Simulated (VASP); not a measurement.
Band-structure run, with input and output: MoTe2 (part 2 of 3)

MoTe2 (slab, 9 atoms in the cell); Kohn-Sham DFT of a periodic cell, PBE with D3(BJ), spin-orbit coupling, VASP PAW PBE potentials, recommended, no spin polarisation (VASP 6.6.1); cutoff 520 eV, 12×12×1 k-mesh, Gaussian smearing of 0.03 eV. The structure derives from an entry of the Crystallography Open Database.

Geometry of the input (Å; fractional positions):
```
3.4975  -0.0000  0.0000
-1.7488  3.0290  0.0000
0.0000  0.0000  35.5788
Te 0.3333  0.6667  0.2564
Te 0.3333  0.6667  0.3587
Te 0.6667  0.3333  0.4489
Te 0.6667  0.3333  0.5511
Te 0.3333  0.6667  0.6413
Te 0.3333  0.6667  0.7436
Mo 0.6667  0.3333  0.3075
Mo 0.3333  0.6667  0.5000
Mo 0.6667  0.3333  0.6925
```

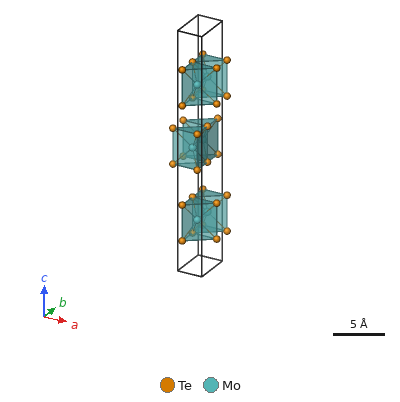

Fig. 1: The structure (polyhedral view of the 1 × 2 repeat of the cell, with the vacuum cut short, seen slightly off an axis; polyhedra are completed across the faces of the cell). An atom can appear more than once, as a periodic image.

Parts of OUTCAR, continued:
```
   LRPA    =     F    only Hartree local field effects (RPA)
 Gauss-broadening in eV      SIGMA  =   0.03
  energy-cutoff  :      520.00
  volume of cell :      376.92
 maximum number of plane-waves:     20482
 NGX is ok and might be reduce to    28
   NGX = 13   NGY = 13   NGZ =133

 dipolmoment           0.000000      0.000000      0.000000 electrons x Angstroem

 number of electron      78.0000003 magnetization       0.0000000      0.0000000      0.0000000

 number of electron      78.0000003 magnetization      -0.0000000     -0.0000000     -0.0000000

 number of electron      78.0000003 magnetization       0.0000000     -0.0000000     -0.0000000

 dipolmoment           0.000000      0.000000     -0.000000 electrons x Angstroem

 Free energy of the ion-electron system (eV)
  ---------------------------------------------------
  ext. energy  EPLUGINS =         0.00000000
  ---------------------------------------------------
  free energy    TOTEN  =       -54.81658136 eV

  energy without entropy =      -54.81658136  energy(sigma->0) =      -54.81658136

 E-fermi :   3.1768     XC(G=0):  -6.5057     alpha+bet : -8.1930

 val. band max:        3.0363607052   @ k =   0.0000   0.0000   0.0000
 cond. band min:       3.7897326437   @ k =  -0.2500  -0.1667   0.0000
 fundamental gap:      0.7533719385
 Fermi energy:         3.1767500389

 k-point     1 :       0.0000    0.0000    0.0000
  band No.  band energies     occupation
      1     -57.8150      1.00000
      2     -57.8150      1.00000
      3     -57.8140      1.00000
      4     -57.8140      1.00000
      5     -57.8140      1.00000
      6     -57.8140      1.00000
      7     -33.5311      1.00000
      8     -33.5311      1.00000
      9     -33.5292      1.00000
     10     -33.5292      1.00000
     11     -33.5292      1.00000
     12     -33.5292      1.00000
     13     -31.1543      1.00000
     14     -31.1543      1.00000
     15     -31.1534      1.00000
     16     -31.1534      1.00000
     17     -31.1534      1.00000
     18     -31.1534      1.00000
     19     -31.0557      1.00000
     20     -31.0557      1.00000
     21     -31.0519      1.00000
     22     -31.0519      1.00000
     23     -31.0519      1.00000
     24     -31.0519      1.00000
     25     -10.1217      1.00000
     26     -10.1217      1.00000
     27      -9.9656      1.00000
     28      -9.9656      1.00000
     29      -9.7928      1.00000
     30      -9.7928      1.00000
     31      -9.2274      1.00000
     32      -9.2274      1.00000
     33      -8.9667      1.00000
     34      -8.9667      1.00000
     35      -8.7694      1.00000
     36      -8.7694      1.00000
     37      -2.9125      1.00000
     38      -2.9125      1.00000
     39      -2.4033      1.00000
     40      -2.4033      1.00000
     41      -1.8013      1.00000
     42      -1.8013      1.00000
     43      -0.0049      1.00000
     44      -0.0049      1.00000
     45       0.7915      1.00000
     46       0.7915      1.00000
     47       1.1317      1.00000
     48       1.1317      1.00000
     49       1.2036      1.00000
     50       1.2036      1.00000
     51       1.2250      1.00000
     52       1.2250      1.00000
     53       1.2432      1.00000
     54       1.2432      1.00000
     55       1.2454      1.00000
     56       1.2454      1.00000
     57       1.2743      1.00000
     58       1.2743      1.00000
     59       1.7402      1.00000
     60       1.7402      1.00000
     61       1.7769      1.00000
     62       1.7769      1.00000
     63       1.8617      1.00000
     64       1.8617      1.00000
     65       1.9356      1.00000
     66       1.9356      1.00000
     67       2.1036      1.00000
     68       2.1036      1.00000
     69       2.1263      1.00000
     70       2.1263      1.00000
     71       2.1272      1.00000
     72       2.1272      1.00000
     73       2.1374      1.00000
     74       2.1374      1.00000
     75       2.9454      1.00000
     76       2.9454      1.00000
     77       3.0364      1.00000
     78       3.0364      1.00000
     79       5.5992      0.00000
     80       5.5992      0.00000
     81       5.6596      0.00000
     82       5.6596      0.00000
     83       5.7415      0.00000
     84       5.7415      0.00000
     85       5.9028      0.00000
     86       5.9028      0.00000
     87       6.0296      0.00000
     88       6.0296      0.00000
     89       6.1355      0.00000
     90       6.1355      0.00000

 k-point     2 :       0.0833   -0.0000    0.0000
  band No.  band energies     occupation
      1     -57.8143      1.00000
      2     -57.8143      1.00000
      3     -57.8133      1.00000
      4     -57.8133      1.00000
      5     -57.8133      1.00000
      6     -57.8133      1.00000
      7     -33.5336      1.00000
      8     -33.5336      1.00000
      9     -33.5317      1.00000
     10     -33.5317      1.00000
     11     -33.5317      1.00000
     12     -33.5317      1.00000
     13     -31.1551      1.00000
     14     -31.1551      1.00000
     15     -31.1542      1.00000
     16     -31.1542      1.00000
     17     -31.1542      1.00000
     18     -31.1542      1.00000
     19     -31.0620      1.00000
     20     -31.0620      1.00000
     21     -31.0581      1.00000
     22     -31.0581      1.00000
     23     -31.0581      1.00000
     24     -31.0581      1.00000
     25     -10.0213      1.00000
     26     -10.0213      1.00000
     27      -9.8664      1.00000
     28      -9.8664      1.00000
     29      -9.6936      1.00000
     30      -9.6936      1.00000
     31      -9.1516      1.00000
     32      -9.1516      1.00000
     33      -8.8953      1.00000
     34      -8.8953      1.00000
     35      -8.7026      1.00000
     36      -8.7026      1.00000
     37      -2.8038      1.00000
     38      -2.8038      1.00000
     39      -2.3004      1.00000
     40      -2.3004      1.00000
     41      -1.6982      1.00000
     42      -1.6982      1.00000
     43      -0.0577      1.00000
     44      -0.0577      1.00000
     45       0.6786      1.00000
     46       0.6786      1.00000
     47       0.9499      1.00000
     48       0.9499      1.00000
     49       0.9969      1.00000
     50       0.9969      1.00000
     51       1.0498      1.00000
     52       1.0498      1.00000
     53       1.2529      1.00000
     54       1.2529      1.00000
     55       1.2990      1.00000
     56       1.2990      1.00000
     57       1.3224      1.00000
     58       1.3224      1.00000
     59       1.4517      1.00000
     60       1.4517      1.00000
     61       1.7573      1.00000
     62       1.7573      1.00000
     63       1.7650      1.00000
     64       1.7650      1.00000
     65       1.8179      1.00000
     66       1.8179      1.00000
     67       2.0150      1.00000
     68       2.0150      1.00000
     69       2.0510      1.00000
     70       2.0510      1.00000
     71       2.1197      1.00000
     72       2.1197      1.00000
     73       2.2347      1.00000
     74       2.2347      1.00000
     75       2.9518      1.00000
     76       2.9518      1.00000
     77       2.9699      1.00000
     78       2.9699      1.00000
     79       5.4119      0.00000
     80       5.4119      0.00000
     81       5.4480      0.00000
     82       5.4480      0.00000
     83       5.5197      0.00000
     84       5.5197      0.00000
     85       5.5829      0.00000
     86       5.5829      0.00000
     87       5.6585      0.00000
     88       5.6585      0.00000
     89       5.7238      0.00000
     90       5.7238      0.00000

 k-point     3 :      -0.0833    0.0000    0.0000
  band No.  band energies     occupation
      1     -57.8143      1.00000
      2     -57.8143      1.00000
      3     -57.8133      1.00000
      4     -57.8133      1.00000
      5     -57.8133      1.00000
      6     -57.8133      1.00000
      7     -33.5336      1.00000
      8     -33.5336      1.00000
      9     -33.5317      1.00000
     10     -33.5317      1.00000
     11     -33.5317      1.00000
     12     -33.5317      1.00000
     13     -31.1551      1.00000
     14     -31.1551      1.00000
     15     -31.1542      1.00000
     16     -31.1542      1.00000
     17     -31.1542      1.00000
     18     -31.1542      1.00000
     19     -31.0620      1.00000
     20     -31.0620      1.00000
     21     -31.0581      1.00000
     22     -31.0581      1.00000
     23     -31.0581      1.00000
     24     -31.0581      1.00000
     25     -10.0213      1.00000
     26     -10.0213      1.00000
     27      -9.8664      1.00000
     28      -9.8664      1.00000
     29      -9.6936      1.00000
     30      -9.6936      1.00000
     31      -9.1516      1.00000
     32      -9.1516      1.00000
     33      -8.8953      1.00000
     34      -8.8953      1.00000
     35      -8.7026      1.00000
     36      -8.7026      1.00000
     37      -2.8038      1.00000
     38      -2.8038      1.00000
     39      -2.3004      1.00000
     40      -2.3004      1.00000
     41      -1.6982      1.00000
     42      -1.6982      1.00000
     43      -0.0577      1.00000
     44      -0.0577      1.00000
     45       0.6786      1.00000
     46       0.6786      1.00000
     47       0.9499      1.00000
     48       0.9499      1.00000
     49       0.9969      1.00000
     50       0.9969      1.00000
     51       1.0498      1.00000
     52       1.0498      1.00000
     53       1.2529      1.00000
     54       1.2529      1.00000
     55       1.2990      1.00000
     56       1.2990      1.00000
     57       1.3224      1.00000
     58       1.3224      1.00000
     59       1.4517      1.00000
     60       1.4517      1.00000
     61       1.7573      1.00000
     62       1.7573      1.00000
     63       1.7650      1.00000
     64       1.7650      1.00000
     65       1.8179      1.00000
     66       1.8179      1.00000
     67       2.0150      1.00000
     68       2.0150      1.00000
     69       2.0510      1.00000
     70       2.0510      1.00000
     71       2.1197      1.00000
     72       2.1197      1.00000
     73       2.2347      1.00000
     74       2.2347      1.00000
     75       2.9518      1.00000
     76       2.9518      1.00000
     77       2.9699      1.00000
     78       2.9699      1.00000
     79       5.4119      0.00000
     80       5.4119      0.00000
     81       5.4480      0.00000
     82       5.4480      0.00000
     83       5.5197      0.00000
     84       5.5197      0.00000
     85       5.5829      0.00000
     86       5.5829      0.00000
     87       5.6585      0.00000
     88       5.6585      0.00000
     89       5.7238      0.00000
     90       5.7238      0.00000

 k-point     4 :       0.1667    0.0000    0.0000
  band No.  band energies     occupation
      1     -57.8124      1.00000
      2     -57.8124      1.00000
      3     -57.8114      1.00000
      4     -57.8114      1.00000
      5     -57.8114      1.00000
      6     -57.8114      1.00000
      7     -33.5403      1.00000
      8     -33.5403      1.00000
      9     -33.5384      1.00000
     10     -33.5384      1.00000
     11     -33.5384      1.00000
     12     -33.5384      1.00000
     13     -31.1580      1.00000
     14     -31.1580      1.00000
     15     -31.1571      1.00000
     16     -31.1571      1.00000
     17     -31.1571      1.00000
     18     -31.1571      1.00000
     19     -31.0783      1.00000
     20     -31.0783      1.00000
     21     -31.0744      1.00000
     22     -31.0744      1.00000
     23     -31.0744      1.00000
     24     -31.0744      1.00000
     25      -9.7281      1.00000
     26      -9.7281      1.00000
     27      -9.5774      1.00000
     28      -9.5774      1.00000
     29      -9.4054      1.00000
     30      -9.4054      1.00000
     31      -8.9306      1.00000
     32      -8.9306      1.00000
     33      -8.6881      1.00000
     34      -8.6881      1.00000
     35      -8.5093      1.00000
     36      -8.5093      1.00000
     37      -2.5005      1.00000
     38      -2.5005      1.00000
     39      -2.0200      1.00000
     40      -2.0200      1.00000
     41      -1.4228      1.00000
     42      -1.4228      1.00000
     43      -0.2225      1.00000
     44      -0.2225      1.00000
     45       0.2742      1.00000
     46       0.2742      1.00000
     47       0.3594      1.00000
     48       0.3594      1.00000
     49       0.4246      1.00000
     50       0.4246      1.00000
     51       0.5460      1.00000
     52       0.5460      1.00000
     53       0.8207      1.00000
     54       0.8207      1.00000
     55       1.4439      1.00000
     56       1.4439      1.00000
     57       1.4614      1.00000
     58       1.4614      1.00000
     59       1.4909      1.00000
     60       1.4909      1.00000
     61       1.5318      1.00000
     62       1.5318      1.00000
     63       1.5378      1.00000
     64       1.5378      1.00000
     65       1.5599      1.00000
     66       1.5599      1.00000
     67       1.8376      1.00000
     68       1.8376      1.00000
     69       1.8798      1.00000
     70       1.8798      1.00000
     71       2.0649      1.00000
     72       2.0649      1.00000
     73       2.2011      1.00000
     74       2.2011      1.00000
     75       2.5901      1.00000
     76       2.5901      1.00000
     77       2.6837      1.00000
     78       2.6837      1.00000
     79       4.7932      0.00000
     80       4.7932      0.00000
     81       4.8633      0.00000
     82       4.8633      0.00000
     83       4.9588      0.00000
     84       4.9588      0.00000
     85       5.0584      0.00000
     86       5.0584      0.00000
     87       5.1398      0.00000
     88       5.1398      0.00000
     89       5.2769      0.00000
     90       5.2769      0.00000

 k-point     5 :      -0.1667    0.0000    0.0000
  band No.  band energies     occupation
      1     -57.8124      1.00000
      2     -57.8124      1.00000
      3     -57.8114      1.00000
      4     -57.8114      1.00000
      5     -57.8114      1.00000
      6     -57.8114      1.00000
      7     -33.5403      1.00000
      8     -33.5403      1.00000
      9     -33.5384      1.00000
     10     -33.5384      1.00000
     11     -33.5384      1.00000
     12     -33.5384      1.00000
     13     -31.1580      1.00000
     14     -31.1580      1.00000
     15     -31.1571      1.00000
     16     -31.1571      1.00000
     17     -31.1571      1.00000
     18     -31.1571      1.00000
     19     -31.0783      1.00000
     20     -31.0783      1.00000
     21     -31.0744      1.00000
     22     -31.0744      1.00000
     23     -31.0744      1.00000
     24     -31.0744      1.00000
     25      -9.7281      1.00000
     26      -9.7281      1.00000
     27      -9.5774      1.00000
     28      -9.5774      1.00000
     29      -9.4054      1.00000
     30      -9.4054      1.00000
     31      -8.9306      1.00000
     32      -8.9306      1.00000
     33      -8.6881      1.00000
     34      -8.6881      1.00000
     35      -8.5093      1.00000
     36      -8.5093      1.00000
     37      -2.5005      1.00000
     38      -2.5005      1.00000
     39      -2.0200      1.00000
     40      -2.0200      1.00000
     41      -1.4228      1.00000
     42      -1.4228      1.00000
     43      -0.2225      1.00000
     44      -0.2225      1.00000
     45       0.2742      1.00000
     46       0.2742      1.00000
     47       0.3594      1.00000
     48       0.3594      1.00000
     49       0.4246      1.00000
     50       0.4246      1.00000
     51       0.5460      1.00000
     52       0.5460      1.00000
     53       0.8207      1.00000
     54       0.8207      1.00000
     55       1.4439      1.00000
     56       1.4439      1.00000
     57       1.4614      1.00000
     58       1.4614      1.00000
     59       1.4909      1.00000
     60       1.4909      1.00000
     61       1.5318      1.00000
     62       1.5318      1.00000
     63       1.5378      1.00000
     64       1.5378      1.00000
     65       1.5599      1.00000
     66       1.5599      1.00000
     67       1.8376      1.00000
     68       1.8376      1.00000
     69       1.8798      1.00000
     70       1.8798      1.00000
     71       2.0649      1.00000
     72       2.0649      1.00000
     73       2.2011      1.00000
     74       2.2011      1.00000
     75       2.5901      1.00000
     76       2.5901      1.00000
     77       2.6837      1.00000
     78       2.6837      1.00000
     79       4.7932      0.00000
     80       4.7932      0.00000
     81       4.8633      0.00000
     82       4.8633      0.00000
     83       4.9588      0.00000
     84       4.9588      0.00000
     85       5.0584      0.00000
     86       5.0584      0.00000
     87       5.1398      0.00000
     88       5.1398      0.00000
     89       5.2769      0.00000
     90       5.2769      0.00000

 [... the levels of 18 k-points are left out ...]

 k-point    24 :      -0.2500   -0.1667    0.0000
  band No.  band energies     occupation
      1     -57.8061      1.00000
      2     -57.8061      1.00000
      3     -57.8051      1.00000
      4     -57.8051      1.00000
      5     -57.8051      1.00000
      6     -57.8051      1.00000
      7     -33.5648      1.00000
      8     -33.5628      1.00000
      9     -33.5628      1.00000
     10     -33.5602      1.00000
     11     -33.5582      1.00000
     12     -33.5582      1.00000
     13     -31.1740      1.00000
     14     -31.1732      1.00000
     15     -31.1727      1.00000
     16     -31.1727      1.00000
     17     -31.1716      1.00000
     18     -31.1716      1.00000
     19     -31.1271      1.00000
     20     -31.1239      1.00000
     21     -31.1239      1.00000
     22     -31.1199      1.00000
     23     -31.1165      1.00000
     24     -31.1165      1.00000
     25      -8.4845      1.00000
     26      -8.4818      1.00000
     27      -8.3734      1.00000
     28      -8.3628      1.00000
     29      -8.2245      1.00000
     30      -8.2205      1.00000
     31      -8.0062      1.00000
     32      -8.0043      1.00000
     33      -7.8457      1.00000
     34      -7.8443      1.00000
     35      -7.7412      1.00000
     36      -7.7408      1.00000
     37      -1.8873      1.00000
     38      -1.8864      1.00000
     39      -1.7132      1.00000
     40      -1.7089      1.00000
     41      -1.6115      1.00000
     42      -1.6104      1.00000
     43      -1.2469      1.00000
     44      -1.1916      1.00000
     45      -1.1753      1.00000
     46      -1.1029      1.00000
     47      -1.0623      1.00000
     48      -0.9818      1.00000
     49      -0.7394      1.00000
     50      -0.6809      1.00000
     51      -0.5913      1.00000
     52      -0.5071      1.00000
     53      -0.3442      1.00000
     54      -0.3194      1.00000
     55      -0.1086      1.00000
     56      -0.1028      1.00000
     57       0.1566      1.00000
```
